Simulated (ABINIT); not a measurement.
## V: elastic calculation (part 1 of 4)

System: V (Im-3m, 1 atom in the cell).
Method: Kohn-Sham DFT of a periodic cell, LDA, HGH LDA, spin-polarised (ABINIT 10.8.3).

The structure derives from an entry of the Crystallography Open Database.

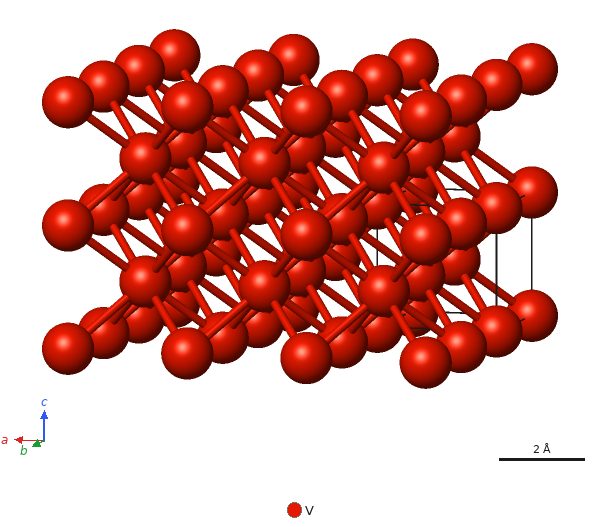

Fig. 1: The input geometry (ball-and-stick view of the cell 2 times as large as that of the calculation, set on its symmetry axes, repeated 3 × 3 × 2, seen at an oblique angle). An atom can appear more than once, as a periodic image. Near neighbours in the periodic cell (some may lie outside the picture): V has 8 V at 2.55 Å.

### The input
```
# Datasets
ndtset 2

# Pseudopotentials
pp_dirpath "./"
pseudos "V.hgh"

# Structure
acell 2.5472412649 2.5472412649 2.5472412649 Angstrom
rprim
    -0.5773502692     0.5773502692     0.5773502692
     0.5773502692    -0.5773502692     0.5773502692
     0.5773502692     0.5773502692    -0.5773502692
ntypat 1
znucl 23
natom 1
typat 1
chkprim 0
chksymtnons 0
tolsym 1.0e-6
xred
            0.0            0.0            0.0

# Plane-wave basis
ecut 53.0
ecutsm 0.5

# k points
ngkpt 20 20 20
nshiftk 1
shiftk 0.0 0.0 0.0

# Exchange and correlation
ixc 7

# Bands and occupations
nband 11
occopt 4
tsmear 0.136 eV

# Spin
nsppol 2
spinat
     0.0000000000     0.0000000000     2.0000000000

# SCF cycle
nstep 80

# Output
prteig 0
prtebands 0
prtwf 0
prtden 0
prtpot 0

# Dataset 1: ground state
kptopt1 1
tolvrs1 1.0e-15
prtwf1 1
tolwfr1 1.0e-14
nbdbuf1 4
nline1 6

# Dataset 2: response at q = 0 to atomic displacements, strain
rfphon2 1
rfstrs2 3
rfatpol2 1 1
rfdir2 1 1 1
getwfk2 1
kptopt2 2
nqpt2 1
qpt2 0.0 0.0 0.0
tolvrs2 1.0e-9
```

### File mrgddb.in
```
merged_DDB
V
2
runo_DS1_DDB
runo_DS2_DDB
```

### File anaddb.abi
```
ddb_filepath "merged_DDB"
output_file "anaddb.abo"
outdata_prefix "ana"
asr 1
chneut 0
dipdip 0
dieflag 0
enunit 0
elaflag 5
instrflag 1
eivec 1
nph1l 1
qph1l 0.0 0.0 0.0 1.0
```

Hardware: 4 threads of Intel Xeon (Granite Rapids), 128 GiB of memory available, shared host.

Run as:
```bash
mpirun --bind-to none -np 4 abinit run.abi > log 2>&1
mrgddb < mrgddb.in > mrgddb.log 2>&1
anaddb anaddb.abi > anaddb.log 2>&1
```

### Log
```
.Version 10.8.3 of ABINIT
 DATASET    1 : space group Im -3 m (#229); Bravais cI (body-center cubic)
================================================================================
 Values of the parameters that define the memory need for DATASET  1.
     intxc =       0    ionmov =       0      iscf =       7    lmnmax =       6
     lnmax =       6     mgfft =      32  mpssoang =       3    mqgrid =    3001
     natom =       1  nloc_mem =       1    nspden =       2   nspinor =       1
    nsppol =       2      nsym =      48    n1xccc =       0    ntypat =       1
    occopt =       4   xclevel =       1
       mpw =        1602          nfft =       32768          nkpt =         256
================================================================================
================================================================================

 DATASET    2 : space group Im -3 m (#229); Bravais cI (body-center cubic)
================================================================================
 Values of the parameters that define the memory need for DATASET  2 (RF).
     intxc =       0      iscf =       7    lmnmax =       6     lnmax =       6
     mgfft =      32  mpssoang =       3    mqgrid =    3001     natom =       1
  nloc_mem =       1    nspden =       2   nspinor =       1    nsppol =       2
      nsym =      48    n1xccc =       0    ntypat =       1    occopt =       4
   xclevel =       1
      nfft =       32768          nkpt =        4004
================================================================================
================================================================================

--------------------------------------------------------------------------------
------------- Echo of variables that govern the present computation ------------
--------------------------------------------------------------------------------
 -outvars: echo values of preprocessed input variables --------
            acell      4.8135883673E+00  4.8135883673E+00  4.8135883673E+00 Bohr
              amu      5.09415000E+01
          chkprim           0
      chksymtnons           0
             ecut      5.30000000E+01 Hartree
           ecutsm      5.00000000E-01 Hartree
           getwfk1          0
           getwfk2          1
                       outvar_i_n : Printing only first  50 k-points.
              ixc           7
           jdtset        1    2
                       outvar_i_n : Printing only first  50 k-points.
           kptopt1          1
           kptopt2          2
         kptrlatt       20    0    0      0   20    0      0    0   20
          kptrlen      9.62717673E+01
            natom           1
            nband1         11
            nband2         11
           nbdbuf1          4
           nbdbuf2          2
           ndtset           2
            ngfft          32      32      32
             nkpt1        256
             nkpt2       4004
            nline1          6
            nline2          4
             nqpt1          0
             nqpt2          1
           nspden           2
           nsppol           2
            nstep          80
             nsym          48
           ntypat           1
                       prtocc : prtvol=0, do not print more k-points.
                       1.000000  1.000000  1.000000  0.000000  0.000000  0.000000
                       0.000000  0.000000  0.000000  0.000000  0.000000
                       1.000000  1.000000  1.000000  0.000000  0.000000  0.000000
                       0.000000  0.000000  0.000000  0.000000  0.000000
                       1.000000  1.000000  1.000000  0.000000  0.000000  0.000000
                       0.000000  0.000000  0.000000  0.000000  0.000000
                       1.000000  1.000000  1.000000  0.000000  0.000000  0.000000
                       0.000000  0.000000  0.000000  0.000000  0.000000
                       1.000000  1.000000  1.000000  0.000000  0.000000  0.000000
                       0.000000  0.000000  0.000000  0.000000  0.000000
                       1.000000  1.000000  1.000000  0.000000  0.000000  0.000000
                       0.000000  0.000000  0.000000  0.000000  0.000000
                       1.000000  1.000000  1.000000  0.000000  0.000000  0.000000
                       0.000000  0.000000  0.000000  0.000000  0.000000
                       1.000000  1.000000  1.000000  0.000000  0.000000  0.000000
                       0.000000  0.000000  0.000000  0.000000  0.000000
                       1.000000  1.000000  1.000000  0.000000  0.000000  0.000000
                       0.000000  0.000000  0.000000  0.000000  0.000000
                       1.000000  1.000000  1.000000  0.000000  0.000000  0.000000
                       0.000000  0.000000  0.000000  0.000000  0.000000
                       1.000000  1.000000  1.000000  0.000000  0.000000  0.000000
                       0.000000  0.000000  0.000000  0.000000  0.000000
                       1.000000  1.000000  1.000000  0.000000  0.000000  0.000000
                       0.000000  0.000000  0.000000  0.000000  0.000000
                       1.000000  1.000000  1.000000  0.000000  0.000000  0.000000
                       0.000000  0.000000  0.000000  0.000000  0.000000
                       1.000000  1.000000  1.000000  0.000000  0.000000  0.000000
                       0.000000  0.000000  0.000000  0.000000  0.000000
                       1.000000  1.000000  1.000000  0.000000  0.000000  0.000000
                       0.000000  0.000000  0.000000  0.000000  0.000000
                       1.000000  1.000000  1.000000  0.000000  0.000000  0.000000
                       0.000000  0.000000  0.000000  0.000000  0.000000
                       1.000000  1.000000  1.000000  0.000000  0.000000  0.000000
                       0.000000  0.000000  0.000000  0.000000  0.000000
                       1.000000  1.000000  1.000000  0.000000  0.000000  0.000000
                       0.000000  0.000000  0.000000  0.000000  0.000000
                       1.000000  1.000000  1.000000  0.000000  0.000000  0.000000
                       0.000000  0.000000  0.000000  0.000000  0.000000
                       1.000000  1.000000  1.000000  0.000000  0.000000  0.000000
                       0.000000  0.000000  0.000000  0.000000  0.000000
                       1.000000  1.000000  1.000000  0.000000  0.000000  0.000000
                       0.000000  0.000000  0.000000  0.000000  0.000000
                       1.000000  1.000000  1.000000  0.000000  0.000000  0.000000
                       0.000000  0.000000  0.000000  0.000000  0.000000
                       1.000000  1.000000  1.000000  0.000000  0.000000  0.000000
                       0.000000  0.000000  0.000000  0.000000  0.000000
                       1.000000  1.000000  1.000000  0.000000  0.000000  0.000000
                       0.000000  0.000000  0.000000  0.000000  0.000000
                       1.000000  1.000000  1.000000  0.000000  0.000000  0.000000
                       0.000000  0.000000  0.000000  0.000000  0.000000
                       1.000000  1.000000  1.000000  0.000000  0.000000  0.000000
                       0.000000  0.000000  0.000000  0.000000  0.000000
                       1.000000  1.000000  1.000000  0.000000  0.000000  0.000000
                       0.000000  0.000000  0.000000  0.000000  0.000000
                       1.000000  1.000000  1.000000  0.000000  0.000000  0.000000
                       0.000000  0.000000  0.000000  0.000000  0.000000
                       1.000000  1.000000  1.000000  0.000000  0.000000  0.000000
                       0.000000  0.000000  0.000000  0.000000  0.000000
                       1.000000  1.000000  1.000000  0.000000  0.000000  0.000000
                       0.000000  0.000000  0.000000  0.000000  0.000000
                       1.000000  1.000000  1.000000  0.000000  0.000000  0.000000
                       0.000000  0.000000  0.000000  0.000000  0.000000
                       1.000000  1.000000  1.000000  0.000000  0.000000  0.000000
                       0.000000  0.000000  0.000000  0.000000  0.000000
                       1.000000  1.000000  1.000000  0.000000  0.000000  0.000000
                       0.000000  0.000000  0.000000  0.000000  0.000000
                       1.000000  1.000000  1.000000  0.000000  0.000000  0.000000
                       0.000000  0.000000  0.000000  0.000000  0.000000
                       1.000000  1.000000  1.000000  0.000000  0.000000  0.000000
                       0.000000  0.000000  0.000000  0.000000  0.000000
                       1.000000  1.000000  1.000000  0.000000  0.000000  0.000000
                       0.000000  0.000000  0.000000  0.000000  0.000000
                       1.000000  1.000000  1.000000  0.000000  0.000000  0.000000
                       0.000000  0.000000  0.000000  0.000000  0.000000
                       1.000000  1.000000  1.000000  0.000000  0.000000  0.000000
                       0.000000  0.000000  0.000000  0.000000  0.000000
                       1.000000  1.000000  1.000000  0.000000  0.000000  0.000000
                       0.000000  0.000000  0.000000  0.000000  0.000000
                       1.000000  1.000000  1.000000  0.000000  0.000000  0.000000
                       0.000000  0.000000  0.000000  0.000000  0.000000
                       1.000000  1.000000  1.000000  0.000000  0.000000  0.000000
                       0.000000  0.000000  0.000000  0.000000  0.000000
                       1.000000  1.000000  1.000000  0.000000  0.000000  0.000000
                       0.000000  0.000000  0.000000  0.000000  0.000000
                       1.000000  1.000000  1.000000  0.000000  0.000000  0.000000
                       0.000000  0.000000  0.000000  0.000000  0.000000
                       1.000000  1.000000  1.000000  0.000000  0.000000  0.000000
                       0.000000  0.000000  0.000000  0.000000  0.000000
                       1.000000  1.000000  1.000000  0.000000  0.000000  0.000000
                       0.000000  0.000000  0.000000  0.000000  0.000000
                       1.000000  1.000000  1.000000  0.000000  0.000000  0.000000
                       0.000000  0.000000  0.000000  0.000000  0.000000
                       1.000000  1.000000  1.000000  0.000000  0.000000  0.000000
                       0.000000  0.000000  0.000000  0.000000  0.000000
                       1.000000  1.000000  1.000000  0.000000  0.000000  0.000000
                       0.000000  0.000000  0.000000  0.000000  0.000000
                       1.000000  1.000000  1.000000  0.000000  0.000000  0.000000
                       0.000000  0.000000  0.000000  0.000000  0.000000
                       1.000000  1.000000  1.000000  0.000000  0.000000  0.000000
                       0.000000  0.000000  0.000000  0.000000  0.000000
                       prtocc : prtvol=0, do not print more k-points.
                       prtocc : prtvol=0, do not print more k-points.
                       1.000000  1.000000  1.000000  0.000000  0.000000  0.000000
                       0.000000  0.000000  0.000000  0.000000  0.000000
                       1.000000  1.000000  1.000000  0.000000  0.000000  0.000000
                       0.000000  0.000000  0.000000  0.000000  0.000000
                       1.000000  1.000000  1.000000  0.000000  0.000000  0.000000
                       0.000000  0.000000  0.000000  0.000000  0.000000
                       1.000000  1.000000  1.000000  0.000000  0.000000  0.000000
                       0.000000  0.000000  0.000000  0.000000  0.000000
                       1.000000  1.000000  1.000000  0.000000  0.000000  0.000000
                       0.000000  0.000000  0.000000  0.000000  0.000000
                       1.000000  1.000000  1.000000  0.000000  0.000000  0.000000
                       0.000000  0.000000  0.000000  0.000000  0.000000
                       1.000000  1.000000  1.000000  0.000000  0.000000  0.000000
                       0.000000  0.000000  0.000000  0.000000  0.000000
                       1.000000  1.000000  1.000000  0.000000  0.000000  0.000000
                       0.000000  0.000000  0.000000  0.000000  0.000000
                       1.000000  1.000000  1.000000  0.000000  0.000000  0.000000
                       0.000000  0.000000  0.000000  0.000000  0.000000
                       1.000000  1.000000  1.000000  0.000000  0.000000  0.000000
                       0.000000  0.000000  0.000000  0.000000  0.000000
                       1.000000  1.000000  1.000000  0.000000  0.000000  0.000000
                       0.000000  0.000000  0.000000  0.000000  0.000000
                       1.000000  1.000000  1.000000  0.000000  0.000000  0.000000
                       0.000000  0.000000  0.000000  0.000000  0.000000
                       1.000000  1.000000  1.000000  0.000000  0.000000  0.000000
                       0.000000  0.000000  0.000000  0.000000  0.000000
                       1.000000  1.000000  1.000000  0.000000  0.000000  0.000000
                       0.000000  0.000000  0.000000  0.000000  0.000000
                       1.000000  1.000000  1.000000  0.000000  0.000000  0.000000
                       0.000000  0.000000  0.000000  0.000000  0.000000
                       1.000000  1.000000  1.000000  0.000000  0.000000  0.000000
                       0.000000  0.000000  0.000000  0.000000  0.000000
                       1.000000  1.000000  1.000000  0.000000  0.000000  0.000000
                       0.000000  0.000000  0.000000  0.000000  0.000000
                       1.000000  1.000000  1.000000  0.000000  0.000000  0.000000
                       0.000000  0.000000  0.000000  0.000000  0.000000
                       1.000000  1.000000  1.000000  0.000000  0.000000  0.000000
                       0.000000  0.000000  0.000000  0.000000  0.000000
                       1.000000  1.000000  1.000000  0.000000  0.000000  0.000000
                       0.000000  0.000000  0.000000  0.000000  0.000000
                       1.000000  1.000000  1.000000  0.000000  0.000000  0.000000
                       0.000000  0.000000  0.000000  0.000000  0.000000
                       1.000000  1.000000  1.000000  0.000000  0.000000  0.000000
                       0.000000  0.000000  0.000000  0.000000  0.000000
                       1.000000  1.000000  1.000000  0.000000  0.000000  0.000000
                       0.000000  0.000000  0.000000  0.000000  0.000000
                       1.000000  1.000000  1.000000  0.000000  0.000000  0.000000
                       0.000000  0.000000  0.000000  0.000000  0.000000
                       1.000000  1.000000  1.000000  0.000000  0.000000  0.000000
                       0.000000  0.000000  0.000000  0.000000  0.000000
                       1.000000  1.000000  1.000000  0.000000  0.000000  0.000000
                       0.000000  0.000000  0.000000  0.000000  0.000000
                       1.000000  1.000000  1.000000  0.000000  0.000000  0.000000
                       0.000000  0.000000  0.000000  0.000000  0.000000
                       1.000000  1.000000  1.000000  0.000000  0.000000  0.000000
                       0.000000  0.000000  0.000000  0.000000  0.000000
                       1.000000  1.000000  1.000000  0.000000  0.000000  0.000000
                       0.000000  0.000000  0.000000  0.000000  0.000000
                       1.000000  1.000000  1.000000  0.000000  0.000000  0.000000
                       0.000000  0.000000  0.000000  0.000000  0.000000
                       1.000000  1.000000  1.000000  0.000000  0.000000  0.000000
                       0.000000  0.000000  0.000000  0.000000  0.000000
                       1.000000  1.000000  1.000000  0.000000  0.000000  0.000000
                       0.000000  0.000000  0.000000  0.000000  0.000000
                       1.000000  1.000000  1.000000  0.000000  0.000000  0.000000
                       0.000000  0.000000  0.000000  0.000000  0.000000
                       1.000000  1.000000  1.000000  0.000000  0.000000  0.000000
                       0.000000  0.000000  0.000000  0.000000  0.000000
                       1.000000  1.000000  1.000000  0.000000  0.000000  0.000000
                       0.000000  0.000000  0.000000  0.000000  0.000000
                       1.000000  1.000000  1.000000  0.000000  0.000000  0.000000
                       0.000000  0.000000  0.000000  0.000000  0.000000
                       1.000000  1.000000  1.000000  0.000000  0.000000  0.000000
                       0.000000  0.000000  0.000000  0.000000  0.000000
                       1.000000  1.000000  1.000000  0.000000  0.000000  0.000000
                       0.000000  0.000000  0.000000  0.000000  0.000000
                       1.000000  1.000000  1.000000  0.000000  0.000000  0.000000
                       0.000000  0.000000  0.000000  0.000000  0.000000
                       1.000000  1.000000  1.000000  0.000000  0.000000  0.000000
                       0.000000  0.000000  0.000000  0.000000  0.000000
                       1.000000  1.000000  1.000000  0.000000  0.000000  0.000000
```
